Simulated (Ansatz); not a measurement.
Geometry relaxation of Br

- system: Br (2 atoms in the cell)
- method: DFT, PBE, all-electron LAPW, scalar-relativistic, no spin polarisation (Ansatz 0.2.0)

It belongs to a series of runs on one base structure; here: A7 relaxed under pressure, LAPW. Figures and captions count atoms from 1; the log counts them from 0 in places.

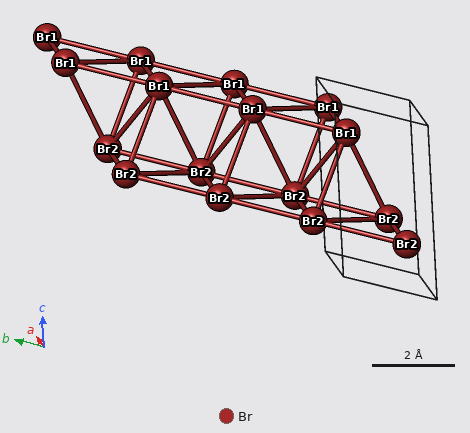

Figure 1. The input geometry (ball-and-stick view of the reduced cell, repeated 2 × 4 × 1, seen at an oblique angle; atoms are numbered from 1 in the order of the input). An atom can appear more than once, as a periodic image.

## Summary

| quantity | value |
| --- | --- |
| outcome | converged |
| space group (tolerance 0.01 Å) | Fm-3m (225) |
| electrons in bands (core shells apart) | 50 |
| free energy | −141839.3379 eV |
| Fermi energy | 28.210 eV |
| pressure | 230.00 GPa |
| final volume | 21.45 Å³ |
| largest force (length of the vector) at the end | under 0.001 eV/Å |
| final cell | a = 4.290 Å, b = 4.290 Å, c = 4.290 Å, α = 33.53°, β = 33.53°, γ = 33.53° |
| hardware | 1 thread of AMD EPYC (Zen 5), 32 GiB of memory available, shared host |
| wall time | 50 s |
| peak memory | 0.97 GiB |

## Notes

The cell was relaxed to the target pressure of the input; what is minimised is then the enthalpy E + pV.

## Input file
```yaml
crystal:
  lattice:
    - [1.2376569097, -0.71456155, 4.0461416302]
    - [0.0, 1.4291231, 4.0461416302]
    - [-1.2376569097, -0.71456155, 4.0461416302]
  atoms:
    - { symbol: Br, position: [0.2500000197, 0.2500000197, 0.2500000197] }
    - { symbol: Br, position: [-0.2500000197, -0.2500000197, -0.2500000197] }
kpoints:
  mp_grid: { grid: [15, 15, 15] }
scf:
  occupations: { method: fermi_dirac, width: 0.05 }
hamiltonian:
  xc: pbe
  pseudopotentials: { kind: all_electron, lapw: { basis_error: 0.0005 } }
output:
  forces: true
  stress: true
  eigenvalues: true
relax:
  f_tol: 0.005
  max_steps: 12
  cell: { p_target: 230.0, stress_tol: 0.115 }
```

Command:
```bash
ansatz run input.yaml --threads 1 --pin off --max-ram 3584MiB --backend cpu --events-out ev --progress --plain --runs-dir out
```

## The program's output
```
The last accepted step is kept in [file] (removed where the run ends without a failure and the disk answers)
LAPW: plane waves up to 9.314 Å⁻¹, error target 5.0e-4 eV per atom; small_component_spin mean_spin; Br in spheres of 1.201 Å, 25 of its electrons in bands, Dirac shells [] (how accurate: hamiltonian.pseudopotentials.lapw.basis_error, Limitations)
Engine: ansatz 0.2.0, x86_64-unknown-linux-gnu
Pseudopotentials: kind: all_electron
Pseudopotential: Br, LAPW, valence charge 25, lapw/all_electron/scalar/gaussian/Br, Koelling and Harmon's equation, gaussian nucleus
Functional definition: PBE
  parameter kappa = 0.804
  parameter beta = 0.06672455060314922
  exchange = pbe_x(kappa = kappa, mu = beta*pi^2/3)
  correlation = pbe_c(beta = beta)
Crystal: 2 atoms, lattice volume = 21.470 Å³
Basis set: ecut = 330.49321662461375 eV, 293 PW (Γ), FFT grids on a1−a3, a2−a3, a3, exchange–correlation at level 2
Bands: 30, of which v1, the nominal top of the filled ones, is band 25 counted from 1 (24 counted from 0)
Symmetry: 24 space group operations
Space group: R-3m (ITA 166), of the structure as read, at distance tolerance 2.8e-5 Å
k-points: 344 of 3375
Non-local potential: Br, projectors of the file, none
Initial density: superposition of atomic densities (chi_scale 0.1, normalization cell)
Initial wavefunctions: plane waves of lowest kinetic energy (no species holds an atomic orbital)
Functional: x = pbe(κ = 0.804, μ = 0.2195149727645171), c = pbe(β = 0.06672455060314922)
iter 1 solved again at ethr=6.85e-5 eV; its pass at ethr=1.00e-1 eV (dr2=3.42e-2 eV) is discarded
SCF iter   1: F=—  HF=-141839.369152 eV  |F-HF|=—  |Δ(HF+E_count)|=         —  Δρ=1.72e-2  dr2=3.44e-2  ethr=6.85e-5  ⟨swp⟩=3.1  Hψ=68288  notcnv=0
preconditioner: auto → Kerker (q_TF=auto, 3.141 Å⁻¹)  [metal: Δε(μ)=0.010 eV  Ē_g=18.376 eV  σ=0.050 eV  W_gap=0.05  n_scr=16 (ndim 8)  ℏωp=30.0 eV  f_vac=0.000  D(μ)=0.70/eV (n_scr^D=2)]
SCF iter   2: F=—  HF=-141839.359661 eV  |F-HF|=—  |Δ(HF+E_count)|=   9.49e-3  Δρ=1.10e-2  dr2=1.54e-2  ethr=6.85e-5  ⟨swp⟩=2.0  Hψ=29920  notcnv=0
SCF iter   3: F=—  HF=-141839.360343 eV  |F-HF|=—  |Δ(HF+E_count)|=   6.82e-4  Δρ=4.40e-3  dr2=3.06e-3  ethr=3.08e-5  ⟨swp⟩=2.0  Hψ=29930  notcnv=0
SCF iter   4: F=—  HF=-141839.360434 eV  |F-HF|=—  |Δ(HF+E_count)|=   9.19e-5  Δρ=1.64e-3  dr2=5.10e-4  ethr=6.11e-6  ⟨swp⟩=2.0  Hψ=29937  notcnv=0
iter 5 solved again at ethr=2.53e-8 eV; its pass at ethr=1.02e-6 eV (dr2=1.26e-5 eV) is discarded
SCF iter   5: F=—  HF=-141839.360539 eV  |F-HF|=—  |Δ(HF+E_count)|=   1.05e-4  Δρ=3.55e-4  dr2=1.26e-5  ethr=2.53e-8  ⟨swp⟩=2.0  Hψ=50943  notcnv=0
SCF iter   6: F=—  HF=-141839.360544 eV  |F-HF|=—  |Δ(HF+E_count)|=   4.81e-6  Δρ=4.90e-5  dr2=2.51e-7  ethr=2.52e-8  ⟨swp⟩=2.0  Hψ=29917  notcnv=0
SCF iter   7: F=-141839.360544 eV  HF=-141839.360544 eV  |F-HF|=2.82e-9  |Δ(HF+E_count)|=   6.59e-8  Δρ=4.78e-6  dr2=1.77e-9  ethr=5.02e-10  ⟨swp⟩=3.0  Hψ=31258  notcnv=0
SCF 1 converged in 7 iterations: F = -141839.360544 eV  dr2 = 1.77e-9
relax step   1: F+E_penalty+E_count = -141839.36054417 eV  Δ(F+E_penalty+E_count) = +0.000e0 eV  max|allowed force component| = 0.000e0 eV/Å  Δτ_max = 0.0000 Å  P = +229.429 GPa  Ω = 21.470 Å³  (7 SCF iters, accepted)
Crystal: 2 atoms, lattice volume = 21.441 Å³
Basis set: ecut = 330.79279548004854 eV, 293 PW (Γ), FFT grids on a1−a3, a2−a3, a3, exchange–correlation at level 2
Initial density: handed on by an earlier stage of this run
Initial wavefunctions: those handed on with the density
iter 1 solved again at ethr=1.77e-11 eV; its pass at ethr=1.00e-1 eV (dr2=8.83e-9 eV) is discarded
SCF iter   1: F=—  HF=-141839.318692 eV  |F-HF|=—  |Δ(HF+E_count)|=         —  Δρ=2.95e-5  dr2=8.94e-8  ethr=1.77e-11  ⟨swp⟩=6.4  Hψ=66442  notcnv=0
preconditioner: auto → Kerker (q_TF=auto, 3.142 Å⁻¹)  [metal: Δε(μ)=0.015 eV  Ē_g=18.373 eV  σ=0.050 eV  W_gap=0.08  n_scr=16 (ndim 8)  ℏωp=30.0 eV  f_vac=0.000  D(μ)=0.70/eV (n_scr^D=2)]
SCF iter   2: F=-141839.318693 eV  HF=-141839.318693 eV  |F-HF|=2.39e-8  |Δ(HF+E_count)|=   2.33e-7  Δρ=2.00e-5  dr2=4.55e-8  ethr=1.77e-11  ⟨swp⟩=2.4  Hψ=30084  notcnv=0
SCF 2 converged in 2 iterations: F = -141839.318693 eV  dr2 = 4.55e-8
relax step   2: F+E_penalty+E_count = -141839.31869253 eV  Δ(F+E_penalty+E_count) = +4.185e-2 eV  max|allowed force component| = 5.385e-28 eV/Å  Δτ_max = 0.0000 Å  P = +230.482 GPa  Ω = 21.441 Å³  (2 SCF iters, accepted)
Crystal: 2 atoms, lattice volume = 21.454 Å³
Basis set: ecut = 330.6556635957377 eV, 293 PW (Γ), FFT grids on a1−a3, a2−a3, a3, exchange–correlation at level 2
iter 1 solved again at ethr=7.19e-11 eV; its pass at ethr=1.00e-1 eV (dr2=3.59e-8 eV) is discarded
SCF iter   1: F=—  HF=-141839.337862 eV  |F-HF|=—  |Δ(HF+E_count)|=         —  Δρ=6.73e-6  dr2=4.40e-9  ethr=7.19e-11  ⟨swp⟩=5.6  Hψ=57455  notcnv=0
preconditioner: auto → Kerker (q_TF=auto, 3.141 Å⁻¹)  [metal: Δε(μ)=0.015 eV  Ē_g=18.367 eV  σ=0.050 eV  W_gap=0.07  n_scr=16 (ndim 8)  ℏωp=30.0 eV  f_vac=0.000  D(μ)=0.70/eV (n_scr^D=2)]
SCF iter   2: F=-141839.337862 eV  HF=-141839.337862 eV  |F-HF|=8.15e-10  |Δ(HF+E_count)|=   2.09e-7  Δρ=4.54e-6  dr2=2.26e-9  ethr=8.81e-12  ⟨swp⟩=2.0  Hψ=29916  notcnv=0
SCF 3 converged in 2 iterations: F = -141839.337862 eV  dr2 = 2.26e-9
relax step   3: F+E_penalty+E_count = -141839.33786209 eV  Δ(F+E_penalty+E_count) = -1.917e-2 eV  max|allowed force component| = 0.000e0 eV/Å  Δτ_max = 0.0000 Å  P = +229.999 GPa  Ω = 21.454 Å³  (2 SCF iters, accepted)
iter 1 solved again at ethr=4.05e-12 eV; its pass at ethr=1.00e-1 eV (dr2=2.02e-9 eV) is discarded
SCF iter   1: F=—  HF=-141839.337862 eV  |F-HF|=—  |Δ(HF+E_count)|=         —  Δρ=4.50e-6  dr2=2.04e-9  ethr=5.46e-12 (applied; sched 4.05e-12)  ⟨swp⟩=2.0  Hψ=47529  notcnv=0
SCF iter   2: F=-141839.337862 eV  HF=-141839.337862 eV  |F-HF|=3.49e-10  |Δ(HF+E_count)|=   2.07e-7  Δρ=2.96e-6  dr2=9.84e-10  ethr=4.05e-12  ⟨swp⟩=2.0  Hψ=29916  notcnv=0
SCF 4 converged in 2 iterations: F = -141839.337862 eV  dr2 = 9.84e-10
relax step   4: F+E_penalty+E_count = -141839.33786211 eV  Δ(F+E_penalty+E_count) = -1.962e-8 eV  max|allowed force component| = 0.000e0 eV/Å  Δτ_max = 0.0000 Å  P = +229.999 GPa  Ω = 21.454 Å³  stress off target by 2.57e-3 GPa  SCF on the basis re-selected at this cell (its energy is not comparable with the rows above)  (2 SCF iters)
```

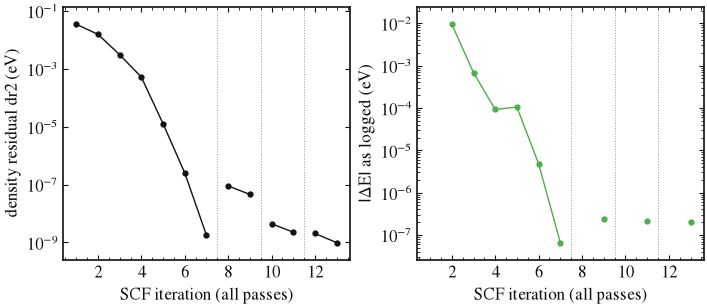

Figure 2. Convergence of the self-consistent field: density residual dr2 and size of the energy change against the SCF iteration. The dotted lines part the SCF passes of the relaxation: geometry steps, rejected trials and re-solves on a re-selected basis. The passes take 7, 2, 2 and 2 iterations.

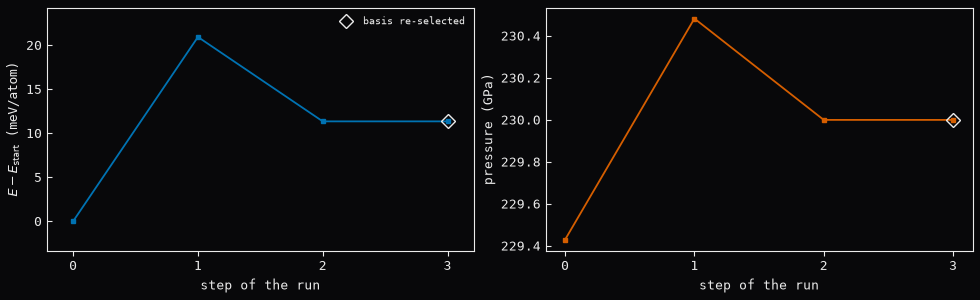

Figure 3. Progress of the relaxation, step by step (the first geometry is step 0 here and step 1 in the log). After 2 geometry steps the energy has risen by 11.3 meV per atom. All forces vanish by symmetry, so only the cell relaxes. The pressure goes from 229.43 to 230.00 GPa. No atom moves by more than 0.005 Å relative to the cell. A last SCF at the same geometry on a re-selected plane-wave basis shifts the energy by next to nothing (0.0 meV per atom).

```
basis re-selected at this cell: Δ(F+E_penalty+E_count) = -1.962e-8 eV, ΔP = -0.000 GPa vs the last step (what re-selecting the basis moved, after the strain that the cell walked since its last selection, with what the two solves' SCF thresholds leave and, on support functions, any second-order correction that the steps lacked; it is no measure of the basis error at this ecutwfc). This SCF's stress stands 2.57e-3 GPa from its target on what of the cell is left free (relax.cell.stress_tol is 1.15e-1 GPa) and its largest allowed force component is 0.00e0 eV/Å (relax.f_tol is 5.00e-3 eV/Å): within both
SCF converged after 2 iterations
Free energy (F): -141839.337862 eV
Harris-Foulkes:  -141839.337862 eV  (|F-HF|=3.49e-10)
Internal energy: -141839.332084 eV  (E = F + TS)
E sigma→0 (E₀):  -141839.334973 eV
Entropy (-TS):   -0.005779 eV (-2.889 meV/atom)
Fermi energy:    28.210081 eV
--- Per-component energies (eV) ---
  E_band       = -2987.296992
  E_kinetic    = 145494.069550
  E_xc         = -5038.643645
  E_electrostatic = -282294.757989  (all electrons and nuclei)
  E_smearing   = -0.005779  (= −TS)
  E_closure    = 0.000000  (closes the sum)
  E_atoms      = -141847.055838  (free atoms, spherical and without spin; not in F)
  Σ components = -141839.337862   (vs F -141839.337862, Δ=0.00e0)
  Basis errors (estimates in eV, not in F): energy 1.3e-4 per atom: plane waves 1.2e-4 (6.4e-5 summed), levels above the bands 6.6e-97, relativity 2.4e-8, radial functions 9.2e-7, core shells 3.4e-14; eigenvalues (radial functions only) 9.0e-7; not estimated: angular momenta, meshes, grids; target (lapw.basis_error) 5.0e-4; muffin-tin radii Br 1.200 Å
--- Forces (eV/Å), atoms counted from 1 ---
  atom   1  Br     0.00000000     0.00000000     0.00000000
  atom   2  Br     0.00000000     0.00000000     0.00000000
  max |Σ_I F_I| component: 6.73e-29 eV/Å
--- Stress (GPa, compression-positive) ---
      229.997901      -0.000000       0.000000
       -0.000000     229.997901      -0.000000
        0.000000      -0.000000     230.002568
  P = ⅓ Tr σ = 229.9995 GPa (2299.995 kbar)
--- Band table (eV; the first three rows and the last of 344) ---
  k-point 0: bands = ["-206.6309", "-206.6307", "-142.0582", "-142.0566", "-142.0566", "-142.0561", "-142.0561", "-142.0557", "-35.4099", "-35.4099", "-35.4097", "-35.4052", "-35.4052", "-35.4013", "-35.3811", "-35.3811", "-35.3538", "-35.3538", "1.8872", "9.0439", "13.2208", "29.7959", "29.7959", "32.5431", "32.5761", "32.5761", "38.5133", "39.0491", "39.0491", "40.5111"]
  k-point 1: bands = ["-206.6309", "-206.6307", "-142.0582", "-142.0567", "-142.0566", "-142.0562", "-142.0561", "-142.0557", "-35.4102", "-35.4082", "-35.4081", "-35.4054", "-35.4030", "-35.4001", "-35.3816", "-35.3805", "-35.3551", "-35.3544", "2.0320", "9.1401", "13.4023", "28.5732", "29.4927", "31.5767", "32.0806", "32.3790", "37.8573", "39.5757", "39.6235", "39.6681"]
  k-point 2: bands = ["-206.6309", "-206.6307", "-142.0580", "-142.0569", "-142.0566", "-142.0565", "-142.0562", "-142.0557", "-35.4112", "-35.4066", "-35.4038", "-35.4037", "-35.3970", "-35.3959", "-35.3830", "-35.3786", "-35.3590", "-35.3561", "2.4657", "9.4300", "13.9408", "25.9448", "28.7713", "29.3308", "30.9633", "31.8416", "36.2494", "38.4734", "41.1555", "41.7239"]
  k-point 343: bands = ["-206.6308", "-206.6308", "-142.0570", "-142.0569", "-142.0564", "-142.0564", "-142.0563", "-142.0563", "-35.4080", "-35.4056", "-35.4007", "-35.4004", "-35.3998", "-35.3993", "-35.3776", "-35.3767", "-35.3697", "-35.3687", "4.1283", "4.3208", "22.1619", "22.7054", "28.8256", "29.6804", "30.7486", "31.4654", "38.5634", "39.4730", "40.8924", "41.0227"]
--- Relaxed structure (3 steps of the walk, 3 accepted, 1 SCFs on fresh bases) ---
  F+E_penalty+E_count = -141839.33786211 eV   max|allowed force component| = 0.000e0 eV/Å   (the final SCF, on the basis selected at the relaxed cell)
  cell:  # Å, volume = 21.4542 Å³
    - [1.2373458585072339, -0.7143819644898199, 4.045193310540254]
    - [-4.144503983435925e-33, 1.4287639289796403, 4.045193310540254]
    - [-1.2373458585072339, -0.7143819644898199, 4.045193310540254]
  atoms:
    - { symbol: Br, position: [0.24999999999999994, 0.24999999999999994, 0.24999999999999994] }
    - { symbol: Br, position: [-0.24999999999999994, -0.24999999999999994, -0.24999999999999994] }
```

## Trajectory as extended XYZ (Å, eV, eV/Å), 4 frames, from step=1 to step=4
```
2
Lattice="1.2377 -0.7146 4.0461 0.0000 1.4291 4.0461 -1.2377 -0.7146 4.0461" Properties=species:S:1:pos:R:3:forces:R:3 step=1 energy=-141839.36054 pressure_GPa=229.43
Br    0.0000    0.0000    3.0346    0.0000   0.0000   0.0000
Br    0.0000    0.0000   -3.0346    0.0000   0.0000   0.0000
2
Lattice="1.2371 -0.7142 4.0444 0.0000 1.4285 4.0444 -1.2371 -0.7142 4.0444" Properties=species:S:1:pos:R:3:forces:R:3 step=2 energy=-141839.31869 pressure_GPa=230.48
Br    0.0000    0.0000    3.0333    0.0000   0.0000   0.0000
Br    0.0000    0.0000   -3.0333    0.0000   0.0000   0.0000
2
Lattice="1.2373 -0.7144 4.0452 0.0000 1.4288 4.0452 -1.2373 -0.7144 4.0452" Properties=species:S:1:pos:R:3:forces:R:3 step=3 energy=-141839.33786 pressure_GPa=230.00
Br    0.0000    0.0000    3.0339    0.0000   0.0000   0.0000
Br    0.0000    0.0000   -3.0339    0.0000   0.0000   0.0000
2
Lattice="1.2373 -0.7144 4.0452 0.0000 1.4288 4.0452 -1.2373 -0.7144 4.0452" Properties=species:S:1:pos:R:3:forces:R:3 step=4 energy=-141839.33786 pressure_GPa=230.00
Br    0.0000    0.0000    3.0339    0.0000   0.0000   0.0000
Br    0.0000    0.0000   -3.0339    0.0000   0.0000   0.0000
```
